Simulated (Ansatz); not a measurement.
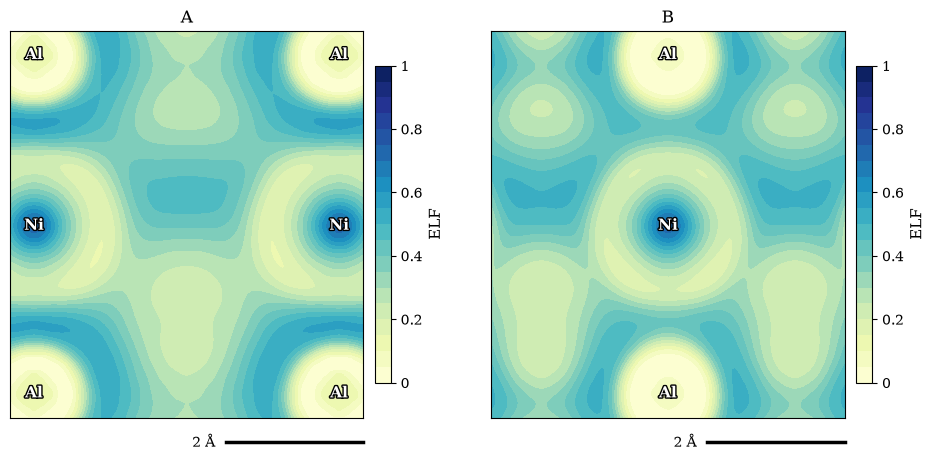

AlNi$_{2}$. The electron localisation function of two cells that differ in size and shape, on the (100) plane of each (indices in the axes of the calculation cell), at one length scale and on one colour scale: A has 13.9 Å³ an atom and B 9.6.

Space group P-3m1; a structure from a database of computed crystals, not necessarily the ambient phase; computed without spin polarisation.

Level of theory: DFT r2SCAN, scalar-relativistic, plane waves, PAW in Ansatz 0.2.0.

### What does the compression do to the bonding and the properties?

From the larger cell to the smaller, Al–Ni goes from 2.43 to 2.43 Å, the ELF there from 0.40 to 0.35; the pressure goes from −24 to 44 GPa.
